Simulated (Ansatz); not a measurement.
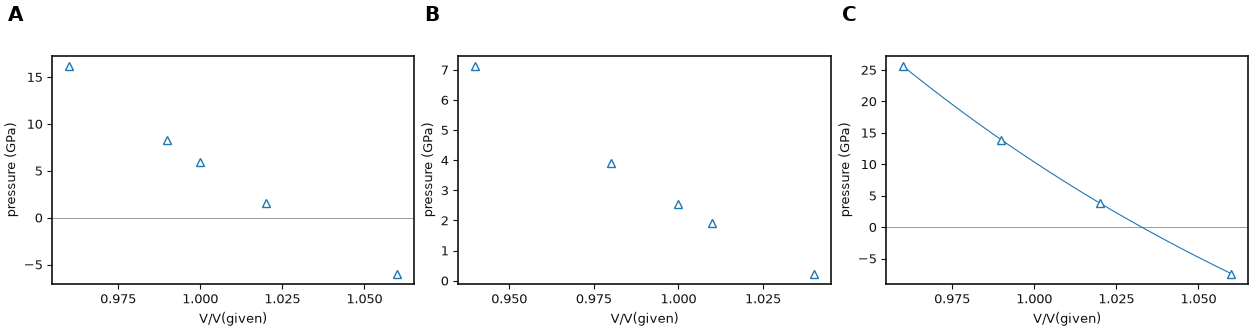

Each panel shows the pressure against V/V(given) for one of these solids: CdS, P6_3mc (No. 186), 25.0 Å³/atom; TaN, P6/mmm (No. 191), 11.3 Å³/atom; TiO₂, I4_1/amd (No. 141), 11.4 Å³/atom.

Calculation (Ansatz 0.2.0): periodic Kohn-Sham DFT of a crystal at fixed atoms, scaled to the stated factor times the given cell; pressure positive in compression, energy less spherical unpolarised free atoms. Level: PBE.

**Match the panels to the solids.**

A is TiO₂ (pressure from −6.0 GPa to 16.2 GPa); B is CdS (pressure from 0.234 GPa to 7.126 GPa); C is TaN (pressure from −7.4 GPa to 25.6 GPa).

For CdS, limits of the calculation: field gradient without spin-orbit coupling on heavy atoms; the volumes run don't bracket the minimum of the energy, so any equilibrium value is extrapolated; shape and atomic fractions are frozen while scaling, which makes layered, chain and framework solids too stiff.

For TaN, limits of the calculation: field gradient without spin-orbit coupling on heavy atoms; no gap: field gradients move with the k mesh; no spin-orbit coupling on heavy atoms; shape and atomic fractions are frozen while scaling, which makes layered, chain and framework solids too stiff.

For TiO₂, limits of the calculation: shape and atomic fractions are frozen while scaling, which makes layered, chain and framework solids too stiff.
